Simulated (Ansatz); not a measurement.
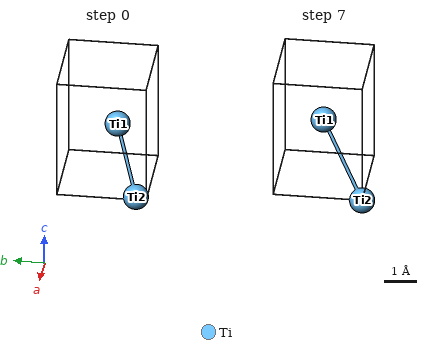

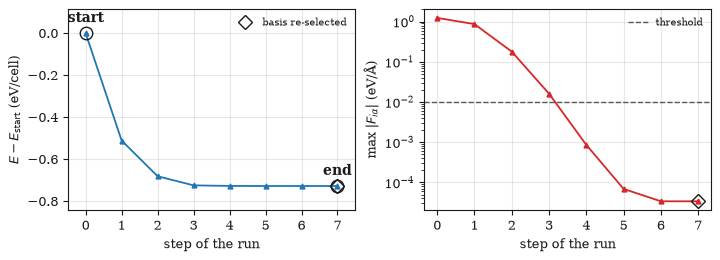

First and last geometry of a relaxation of solid Ti (set up in P-1), with the history of the run. Style: ball-and-stick. Shown: the cell of the calculation, from a free direction.

Case: all atoms moved at random, sigma 0.25 Å for each component; relaxed back.

Computed with DFT PBEsol, scalar-relativistic, plane waves, PAW in Ansatz.

Input file:
```yaml
crystal:
  lattice:
    - [0.0, -2.0279211515, -2.0279211515]
    - [0.0, 2.0279211515, -2.0279211515]
    - [4.0558423031, 0.0, 0.0]
  atoms:
    - { symbol: Ti, position: [0.5207702176, 0.3829567332, 0.4817735885] }
    - { symbol: Ti, position: [-0.0207702176, 0.1170432668, 0.0182264115] }
basis:
  ecutwfc: 420
kpoints:
  mp_grid: { grid: [12, 12, 8] }
hamiltonian:
  xc: pbesol
scf:
  occupations: { method: gaussian, width: 0.15 }
output:
  forces: true
  stress: true
  eigenvalues: true
relax:
  adjacent_minimum: "off"
  f_tol: 0.01
  max_steps: 80
  cell: { stress_tol: 0.1 }
```

Launched with:
```bash
ansatz run input.yaml --threads 2 --pin off --max-ram 5120MiB --backend cpu --events-out ev --progress --plain --runs-dir out
```

Q: What do the curves and the structures tell?

A: It converged. After 6 accepted moves (7 points after the start) the energy has fallen by 0.727 eV per cell of the calculation. The largest force component goes from 1.2 to under 0.0001 eV/Å. The pressure goes from 2.97 to 0.00 GPa. At 1 point the geometry stayed and the basis and grid were re-selected for the new cell (energy shift of less than 0.05 meV per cell of the calculation at most each time). The largest moves relative to the cell, 0.35 Å, are those of Ti1 and Ti2. Ti1 goes roughly along [−1 3 1]. The drawn cell changes at constant volume: a = b 2.868 → 2.859 Å (−0.3 %), c 4.056 → 4.083 Å (+0.7 %). Some distances before and after: Ti1–Ti2 3.403 → 2.873 Å, Ti1–Ti2 (another image) 2.418 → 2.873 Å, Ti1–Ti2 (another image) 3.301 → 2.873 Å, Ti1–Ti2 (another image) 3.222 → 2.873 Å. Within 0.06 Å the space group is P-1 at the start and Fm-3m at the end; at a tighter tolerance small leftover displacements or strains of the cell lower it. The run took 71 s on 2 threads of Intel(R) Xeon(R) Platinum 8259CL CPU @ 2.50GHz (Skylake/Cascade Lake), with other jobs on the host, peak memory 0.64 GiB.
